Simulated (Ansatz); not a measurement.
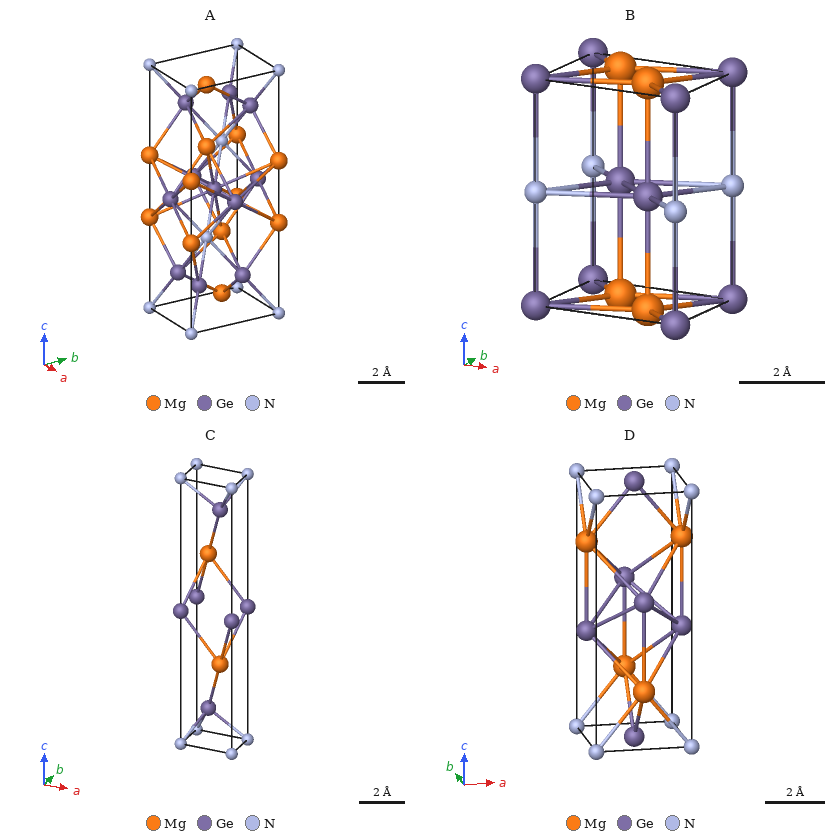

Four structures of Mg₂Ge₃N, each relaxed to rest (conventional cells in solid outline, small ones repeated, each panel with its own scale). Method: Ansatz 0.2.0, DFT PBE, scalar-relativistic, plane waves, PAW, without spin polarisation.

> Name the structure in each panel.

A: 18 atoms a cell on a rhombohedral (trigonal R) lattice, R-3m; B: 6 atoms a cell on a primitive hexagonal lattice, P6/mmm; C: 6 atoms a cell on a primitive hexagonal lattice, P-3m1; D: 6 atoms a cell on a primitive tetragonal lattice, P-4m2.

> Which of these is lowest in energy, and how far above it do the others lie?

C, then D (+27 meV/atom), A (+168 meV/atom) and B (+490 meV/atom), energies at zero smearing.

> Collect the results in a table.

| panel | structure | E − E(lowest) (meV/atom) | volume (Å³/atom) | gap (eV) |
| --- | --- | --- | --- | --- |
| C | P-3m1 | 0 | 17.1 | metal |
| D | P-4m2 | 27 | 16.8 | metal |
| A | R-3m | 168 | 17.2 | metal |
| B | P6/mmm | 490 | 17.8 | metal |

Some of these may be structure types tried for this composition rather than known phases, and the most stable form need not be among them. Gaps are taken on the k-mesh or band path of each run.
